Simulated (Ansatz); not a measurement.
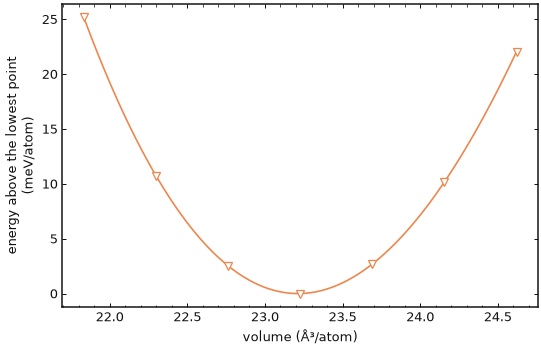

The picture above shows the energy above the lowest point against volume for Zr, space group Fm-3m (No. 225) (one of a set of cubic test structures, which need not be the stable phase).

How it was computed, with Ansatz 0.2.0 development build: equation of state of a cubic crystal from periodic Kohn-Sham density functional theory without spin, third-order Birch-Murnaghan fit to the free energies; pressure corrected for the finite basis. Level: PBE.

structure type fcc; atoms in cell 1; space group number 225; lattice centring face-centred primitive; k mesh 41×41×41; occupation method Fermi–Dirac; occupation width 0.06123 eV; wave cutoff 420 eV; datasets soft-1 PAW; density tolerance 1e−07 eV; bands 10; density cutoff ratio 4; search for lower states default.

From this curve and the settings, what does the calculation give for the pressure at the same points?

The pressure falls from 6.1 GPa at volume 21.83 Å³/atom to −4.8 GPa at 24.62 Å³/atom, and changes sign near 23.21 Å³/atom.

| volume (Å³/atom) | pressure (GPa) |
| --- | --- |
| 21.83 | 6.1 |
| 22.30 | 3.9 |
| 22.76 | 1.8 |
| 23.23 | −0.1 |
| 23.69 | −1.8 |
| 24.16 | −3.4 |
| 24.62 | −4.8 |

Keep in mind: cubic model structure, not the ambient form.
